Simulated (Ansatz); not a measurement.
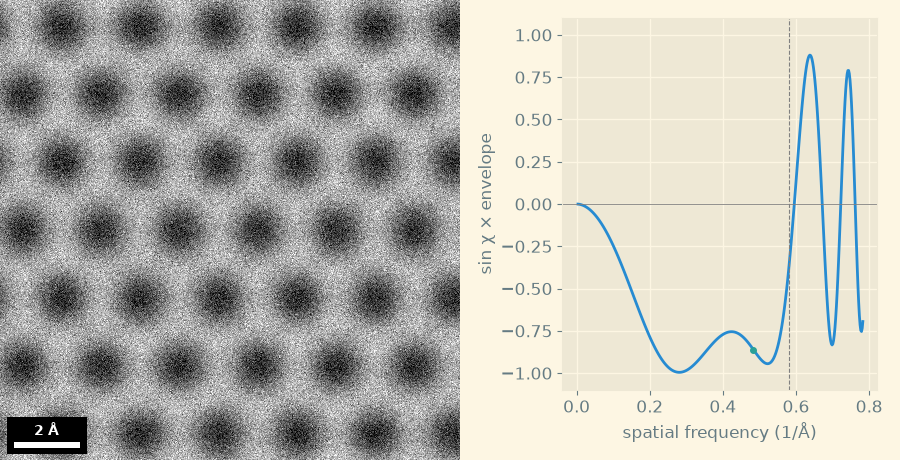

Phase-contrast TEM-like image of Al (Pm-3n, No. 223) along [111]. Simulated in the weak-phase-object approximation with neutral-atom potentials: 300 kV, Cs = 0.60 mm, defocus −412 Å (negative is underfocus), defocus spread 20 Å, aperture 0.58 1/Å. Shot noise was added. Model: coordinates from a relaxation with DFT, LDA (PW92), plane waves (420 eV) with PAW, scalar-relativistic in Ansatz; the starting structure was generated, so it need not be a known form of this composition.

The plot gives the contrast transfer function, the aperture (dashed) and the crystal's spatial frequencies that carry visible contrast (dots).

**Do the atom columns appear dark or bright, and why?**

Dark. With positive Cs and underfocus sin χ is negative over the pass band, so the strongest columns (Al) come out darker than the background.

**What point resolution do these settings give, and which lattice spacings pass?**

About 1.7 Å (0.66 |Cs|^(1/4) λ^(3/4) with λ = 0.0197 Å). The spacings that carry visible contrast are {211} at 2.07 Å. Columns 1.03 Å apart are closer than that and merge.
